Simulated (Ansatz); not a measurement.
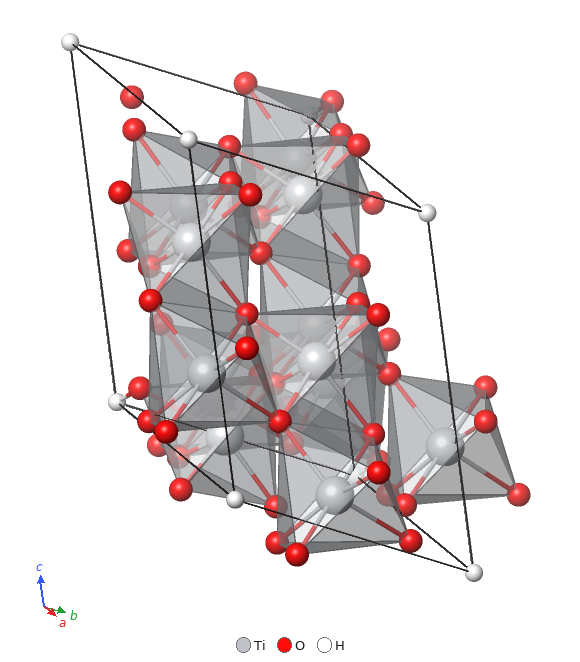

Drawn in the polyhedral manner and seen slightly off an axis. Lines trace the edges of the simulation cell. Some neighbours outside the box are added. Cell: a = 7.720 Å, b = 7.720 Å, c = 7.720 Å, α = 102.18°, β = 113.24°, γ = 113.24°.

Chemical formula Ti10HO20. The structure is triclinic, space group P1. In the cell are 10 Ti, 1 H, 20 O, which makes 1 formula unit. Each Ti atom is coordinated by six O at about 1.8 to 2.2 Å. The neighbours of H is one O at about 1.0 Å. Not all metal-metal contacts are counted. The bonds build a three-dimensional framework.

Source of the structure: a structure listed in the Materials Project, repeated into a supercell with a point defect put in. The atoms were relaxed in a fixed cell with Ansatz 0.2.0, DFT PBE, scalar-relativistic, plane waves, PAW.
